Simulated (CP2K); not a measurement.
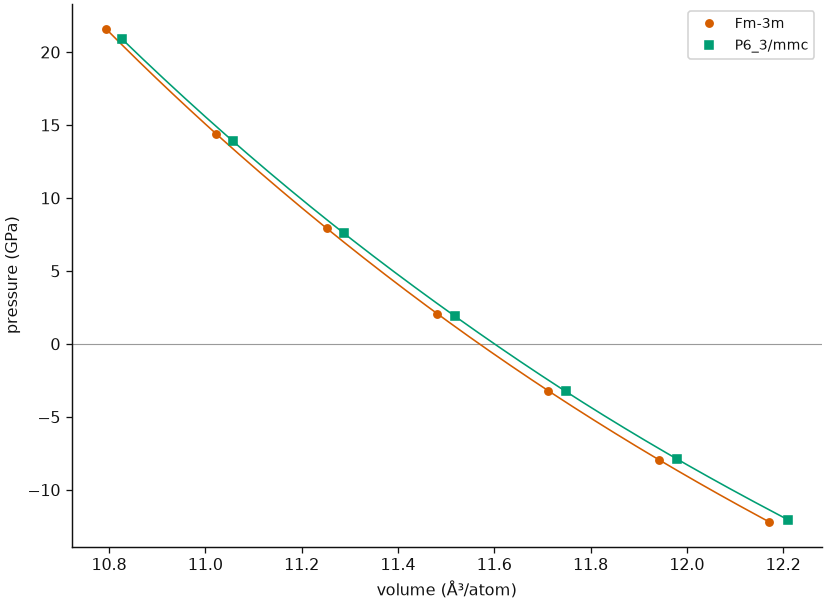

The picture above shows the pressure against volume, with one curve for each structure, for HfN.

How it was computed, with CP2K 2026.2: DFT in Gaussian orbitals with a plane-wave density, no spin polarisation; energies at scaled volumes of the given cell, shape and fractions fixed, counted from the fit's minimum, third-order Birch-Murnaghan fit. Level: PBE.

```tsv
setting	value
occupations	Fermi–Dirac
smearing width	0.05 eV
potentials	GTH PBE with UZH TZVP basis
density cutoff	6123 eV
```

Settings that differ: Fm-3m: k mesh 10×10×10; P6_3/mmc: k mesh 10×10×5.

Tabulate the plotted points.

Fm-3m:
```json
{"volume (Å³/atom)": "10.79", "pressure (GPa)": "21.62"}
{"volume (Å³/atom)": "11.02", "pressure (GPa)": "14.40"}
{"volume (Å³/atom)": "11.25", "pressure (GPa)": "7.92"}
{"volume (Å³/atom)": "11.48", "pressure (GPa)": "2.07"}
{"volume (Å³/atom)": "11.71", "pressure (GPa)": "-3.19"}
{"volume (Å³/atom)": "11.94", "pressure (GPa)": "-7.92"}
{"volume (Å³/atom)": "12.17", "pressure (GPa)": "-12.19"}
```

P6_3/mmc:
```json
{"volume (Å³/atom)": "10.83", "pressure (GPa)": "20.90"}
{"volume (Å³/atom)": "11.06", "pressure (GPa)": "13.90"}
{"volume (Å³/atom)": "11.29", "pressure (GPa)": "7.59"}
{"volume (Å³/atom)": "11.52", "pressure (GPa)": "1.91"}
{"volume (Å³/atom)": "11.75", "pressure (GPa)": "-3.25"}
{"volume (Å³/atom)": "11.98", "pressure (GPa)": "-7.87"}
{"volume (Å³/atom)": "12.21", "pressure (GPa)": "-12.03"}
```
